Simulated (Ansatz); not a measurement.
## Electronic structure of Br in real space

The calculation's input:

```
crystal:
  lattice:
    - [3.9257069719, 0.0, 0.0]
    - [0.0, 4.5886529732, 0.0]
    - [0.0, 0.0, 6.9720575894]
  atoms:
    - { symbol: Br, position: [0.5, 0.5, 0.1730484302] }
    - { symbol: Br, position: [0.5, 0.5, 0.8269515698] }
    - { symbol: Br, position: [0.0, 0.5, 0.5] }
basis:
  ecutwfc: 420
kpoints:
  mp_grid: { grid: [12, 10, 8] }
hamiltonian:
  xc: pbe
scf:
  occupations: { method: gaussian, width: 0.1 }
output:
  forces: true
  stress: true
  eigenvalues: true
  write_density: true
  write_potential: true
  elf: true
  volumetric_format: npy
relax:
  adjacent_minimum: "off"
  f_tol: 0.01
  max_steps: 80
  cell: { stress_tol: 0.05 }
```

Run with:

```sh
ansatz run input.yaml --threads 1 --pin off --max-ram 2560MiB --backend cpu --events-out ev --progress --plain --runs-dir out
```

Below, planes, directions and counts refer to the conventional cell (a = 3.91 Å, b = 4.82 Å, c = 6.99 Å, α = 90.00°, β = 90.00°, γ = 90.00°).

The fields are those of the run's last geometry, not of the input's.

Space group Pmmm; a structure generated by program, which may or may not match a known phase; computed without spin polarisation.

Level of theory: DFT PBE, scalar-relativistic, plane waves, PAW in Ansatz 0.2.0.

Core electrons are frozen (PAW), and the valence fields are smoothed inside the atomic spheres.

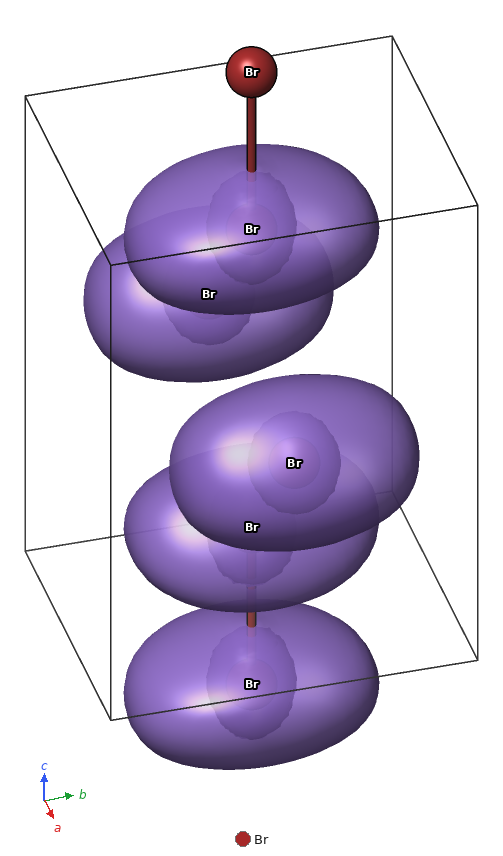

Figure 1. Isosurface of the ELF at 0.7 (purple), seen at an oblique angle. Only the valence region is drawn (cores and ρ < 0.01 e/Å³ removed). Sticks mark near contacts.

Question: Identify the bonds, lone pairs and shells in this picture.

Answer: The surface consists of three regions wrapped around Br (the valence shell of each), counted in one cell of 3 atoms. Any copies at cell faces, edges or corners count once.


Br–Br (2.41 Å): the ELF peaks at about 0.75 between the atoms.

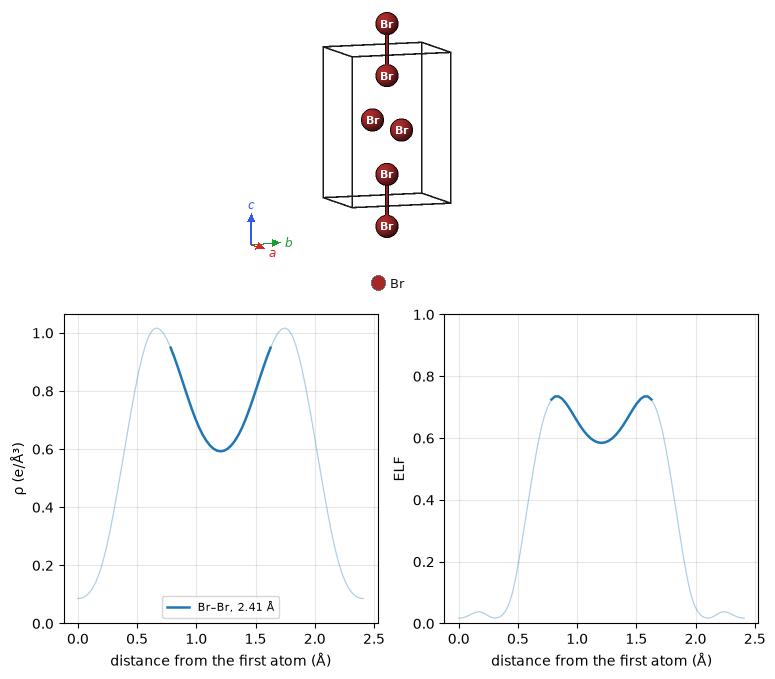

Figure 2. Valence charge density (pseudo) and ELF along straight lines between neighbouring atoms. Thin, pale parts lie inside the atomic spheres. The structure is drawn too.

Question: What can be read from the curves?

Answer: Br–Br (2.41 Å): ρ at the midpoint is about 0.59 e/Å³; the ELF peaks at about 0.75 between the atoms.

Question: Metal or insulator at this level of theory?

Answer: It is gapless in this calculation (a metal or semimetal).
